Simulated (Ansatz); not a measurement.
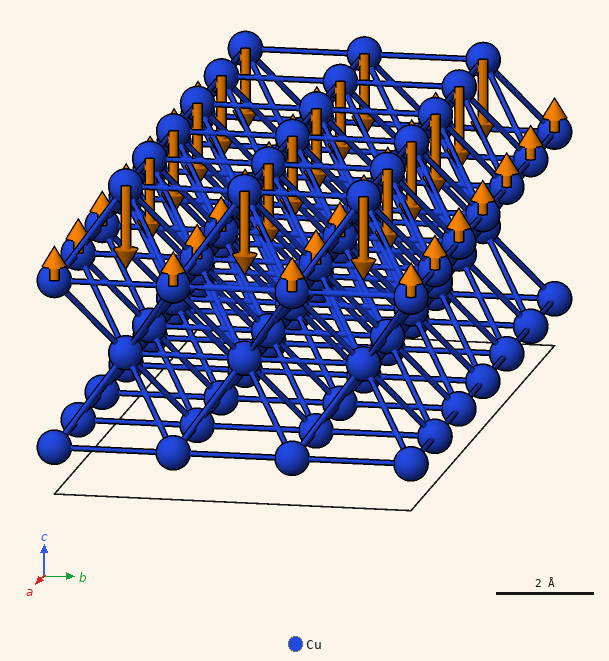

A constrained relaxation of a slab of composition Cu (cut from the Fm-3m phase). The starting structure is drawn; orange arrows show the displacements, magnified 50 times.

The picture is a ball-and-stick view of the 1 × 3 repeat of the cell, outlined in the plane, without the vacuum, seen slightly off an axis.

Case: flat (0 0 1) slab. 12 atoms are held fixed.

These are results of Ansatz, DFT PBEsol, scalar-relativistic, plane waves, PAW, not measurements.

Input
```yaml
crystal:
  lattice:
    - [15.1181073815, 0.0, 0.0]
    - [0.0, 2.5196845636, 0.0]
    - [0.0, 0.0, 19.1267441655]
  atoms:
    - { symbol: Cu, position: [0.0, 0.0, 0.0784242204] }
    - { symbol: Cu, position: [0.0833333333, 0.5, 0.1715757796] }
    - { symbol: Cu, position: [0.1666666667, 0.0, 0.0784242204] }
    - { symbol: Cu, position: [0.25, 0.5, 0.1715757796] }
    - { symbol: Cu, position: [0.3333333333, 0.0, 0.0784242204] }
    - { symbol: Cu, position: [0.4166666667, 0.5, 0.1715757796] }
    - { symbol: Cu, position: [0.5, 0.0, 0.0784242204] }
    - { symbol: Cu, position: [0.5833333333, 0.5, 0.1715757796] }
    - { symbol: Cu, position: [0.6666666667, 0.0, 0.0784242204] }
    - { symbol: Cu, position: [0.75, 0.5, 0.1715757796] }
    - { symbol: Cu, position: [0.8333333333, 0.0, 0.0784242204] }
    - { symbol: Cu, position: [0.9166666667, 0.5, 0.1715757796] }
    - { symbol: Cu, position: [0.0, 0.0, 0.2647273388] }
    - { symbol: Cu, position: [0.0833333333, 0.5, 0.357878898] }
    - { symbol: Cu, position: [0.1666666667, 0.0, 0.2647273388] }
    - { symbol: Cu, position: [0.25, 0.5, 0.357878898] }
    - { symbol: Cu, position: [0.3333333333, 0.0, 0.2647273388] }
    - { symbol: Cu, position: [0.4166666667, 0.5, 0.357878898] }
    - { symbol: Cu, position: [0.5, 0.0, 0.2647273388] }
    - { symbol: Cu, position: [0.5833333333, 0.5, 0.357878898] }
    - { symbol: Cu, position: [0.6666666667, 0.0, 0.2647273388] }
    - { symbol: Cu, position: [0.75, 0.5, 0.357878898] }
    - { symbol: Cu, position: [0.8333333333, 0.0, 0.2647273388] }
    - { symbol: Cu, position: [0.9166666667, 0.5, 0.357878898] }
basis:
  ecutwfc: 420
kpoints:
  mp_grid: { grid: [3, 14, 1] }
hamiltonian:
  xc: pbesol
scf:
  occupations: { method: gaussian, width: 0.1 }
output:
  forces: true
  eigenvalues: true
  populations: true
  write_density: true
  write_potential: true
  elf: true
  volumetric_format: npy
relax:
  adjacent_minimum: "off"
  f_tol: 0.02
  max_steps: 45
  constraints: [{ sites: [0, 1, 2, 3, 4, 5, 6, 7, 8, 9, 10, 11] }]
efield:
  axis: 3
  dipole_correction: true
  ramp_width: 0.04
```

Launched with:
```bash
ansatz run input.yaml --threads 4 --pin off --max-ram 12288MiB --backend cpu --events-out ev --progress --plain --runs-dir out
```

Question: What happened in the run?

Answer: The energy falls by 34.2 meV per cell of the calculation in 2 accepted moves (3 points after the start). The largest force component goes from 0.26 to 0.0068 eV/Å. 1 step only repeated the SCF at the same geometry. The largest moves, 0.036 Å, are those of Cu14, Cu16, Cu18, Cu20, Cu22 and Cu24. Cu14 goes along the normal (−c). The lattice vectors keep their values. Near-neighbour distances that change, for instance: Cu13–Cu14 2.520 → 2.484 Å, Cu10–Cu21 2.520 → 2.530 Å.
